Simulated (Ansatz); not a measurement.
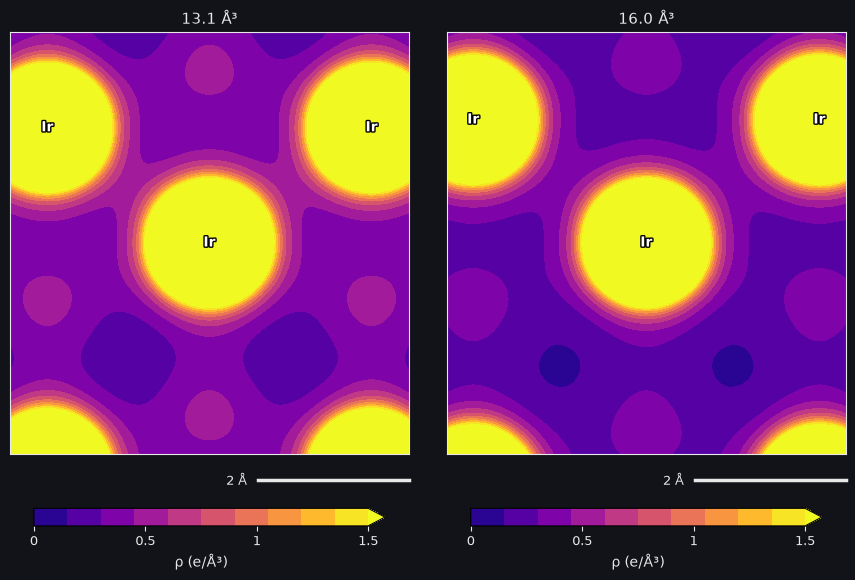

Ir. The valence pseudo-density of cells scaled evenly to different volumes (given per atom above each panel), on the (110) plane of each (indices in the axes of the cell below), at one length scale and on one colour scale.

A generated structure, not necessarily the stable one; the program warned that a starting moment wasn't kept; spin-polarised, but the moments vanished.

Level of theory: DFT, r2SCAN, plane waves (500 eV) with PAW, scalar-relativistic in Ansatz 0.2.0.

In a PAW calculation such maps are meaningful between the atoms, not at the nuclei.

The largest cell:

```
Ir
1.0
     2.83195    0.00000    0.00000
    -1.41597    2.45254    0.00000
     0.00000    0.00000    4.60178
Ir
2
Direct
  0.33333 0.66667 0.25000
  0.66667 0.33333 0.75000
```

| volume (Å³/atom) | Ir–Ir contact in the plane (Å) | ρ at its midpoint (e/Å³) | pressure (GPa) | 
| --- | --- | --- | --- |
| 13.13 | 2.644 | 0.515 | 38.2 | 
| 14.84 | 2.754 | ? | ? | 
| 15.98 | 2.823 | 0.376 | −31.7 | 

> What values belong in the row with question marks?

Over the known rows ln ρ falls by 1.76 per Å of Ir–Ir distance (the line through the two), which gives 0.424 e/Å³ at 2.754 Å; the calculation gives 0.423 e/Å³. For the pressure, a straight line in volume between the neighbouring rows gives −3.7 GPa; the calculation gives −13.4, lower because pressure rises ever faster on compression.
